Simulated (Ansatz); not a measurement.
Cs

Space group I4_1/amd. This isn't the usual form at ambient conditions. The cell comes from a database of computed structures, not from a measurement.

```
Cs
1.0
     5.10769    0.00000    0.00000
     0.00000    5.10769    0.00000
     0.00000    0.00000   19.19213
Cs
4
Cartesian
  2.5538 0.0000 4.7980
  0.0000 2.5538 14.3941
  2.5538 2.5538 0.0000
  0.0000 0.0000 9.5961
```

All numbers below come from Ansatz, DFT LDA, scalar-relativistic, plane waves, PAW.

Question: What will a map of ρ − Σ ρ(atoms) show?

Answer: Over the whole cell, outside the masked cores, the largest gain, 0.002 e/Å³, lies 3.1 Å from a caesium nucleus, and the largest loss lies at the edge of the masked core of Cs.
In all about 0.07 e an atom is rearranged against the free atoms.

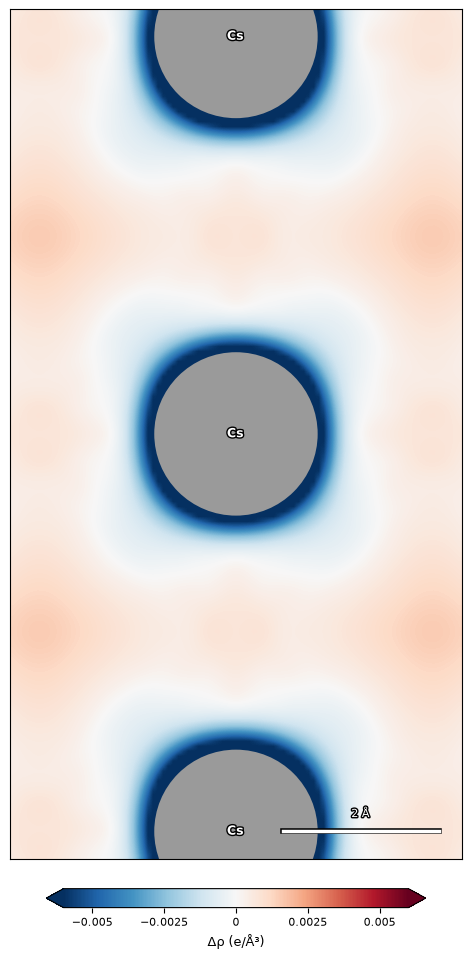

Computed deformation density: a map on the (001) plane of the conventional cell, with grey discs over the atomic cores.

Cores are masked to 1.0 Å (Cs).

In a PAW calculation such maps are meaningful between the atoms, not at the nuclei.
